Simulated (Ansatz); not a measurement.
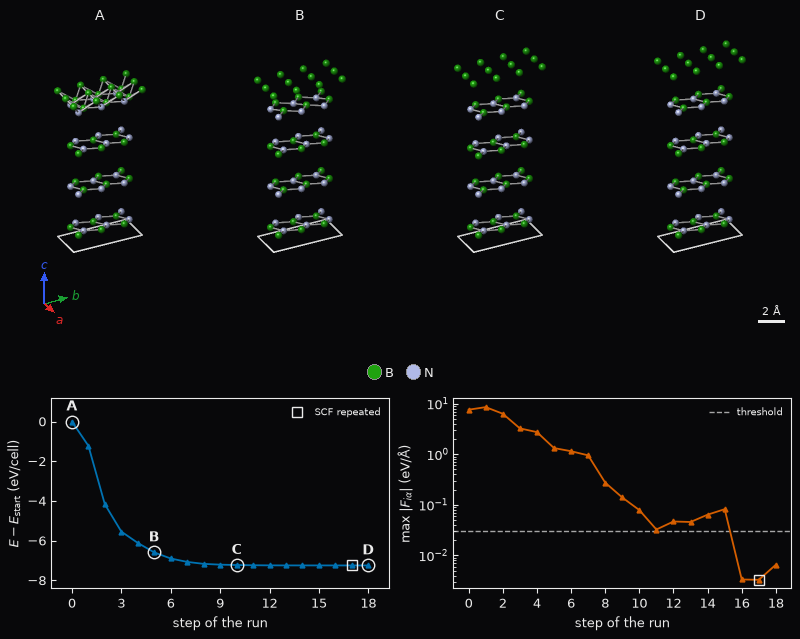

Frames of a constrained relaxation of a slab of composition B5N4 (cut from the P6_3/mmc phase), marked on the history of the run. A ball-and-stick model of the 2 × 3 repeat of the cell, outlined in the plane, without the vacuum, seen slightly off an axis.

Case: B put at a hollow B-N site. The slab is the (0 0 1) face of BN with B on it. 4 atoms are held fixed.

The calculation used DFT PBE+D3(BJ), scalar-relativistic, plane waves, PAW in Ansatz.

The input:
```yaml
crystal:
  lattice:
    - [2.5064381127, 0.0, 0.0]
    - [-1.2532190563, 2.1706390786, 0.0]
    - [0.0, 0.0, 28.925271178]
  atoms:
    - { symbol: B, position: [0.6666666667, 0.3333333333, 0.2938606849] }
    - { symbol: "N", position: [0.3333333333, 0.6666666667, 0.2938606849] }
    - { symbol: B, position: [0.3333333333, 0.6666666667, 0.4082389981] }
    - { symbol: "N", position: [0.6666666667, 0.3333333333, 0.4082389981] }
    - { symbol: B, position: [0.6666666667, 0.3333333333, 0.5226173113] }
    - { symbol: "N", position: [0.3333333333, 0.6666666667, 0.5226173113] }
    - { symbol: B, position: [0.3333333333, 0.6666666667, 0.6369956245] }
    - { symbol: "N", position: [0.6666666667, 0.3333333333, 0.6369956245] }
    - { symbol: B, position: [0.0, 0.0, 0.6667274115], spin: 1.0 }
basis:
  ecutwfc: 420
kpoints:
  mp_grid: { grid: [12, 12, 1] }
hamiltonian:
  xc: pbe
  dispersion: d3bj
scf:
  occupations: { method: gaussian, width: 0.05 }
output:
  forces: true
  eigenvalues: true
  populations: true
  write_density: true
  write_potential: true
  elf: true
  volumetric_format: npy
magnetization:
  spin_polarized: true
relax:
  adjacent_minimum: "off"
  f_tol: 0.03
  max_steps: 70
  constraints: [{ sites: [0, 1, 2, 3] }]
efield:
  axis: 3
  dipole_correction: true
  ramp_width: 0.04
```

Launched with:
```bash
ansatz run input.yaml --threads 2 --pin off --max-ram 5120MiB --backend cpu --events-out ev --progress --plain --runs-dir out
```

### Describe the path.

The energy falls by 7.248 eV per cell of the calculation in 17 accepted moves (18 points after the start). Largest force component: 7.6 eV/Å at the start, 0.0066 eV/Å at the end. 1 step only repeated the SCF at the same geometry. B9 moves most: 2.41 Å along the normal (+c). By element the largest moves are B 2.41 Å, N 0.01 Å. The lattice vectors keep their values. Some distances before and after: N8–B9 1.683 → 3.562 Å, B7–B9 1.683 → 3.559 Å. Bonds break, among them: B7–B9 (1.68 → 3.56 Å), N8–B9 (1.68 → 3.56 Å). The program noted that the starting moments weren't kept. Cost: 4.3 min on 2 threads of Arm Neoverse V2, on a shared host, peak memory 0.46 GiB. From step 0 to 5: B9 moves most (0.86 Å), energy −6.593 eV per cell of the calculation. From step 5 to 10: B9 moves most (0.98 Å), energy −0.635 eV per cell of the calculation. From step 10 to 18: B9 moves most (0.57 Å), energy −20.2 meV per cell of the calculation.

Limits of the set-up: the periodic images lie only 2.5 Å apart, so the values are limited by the cell's size.
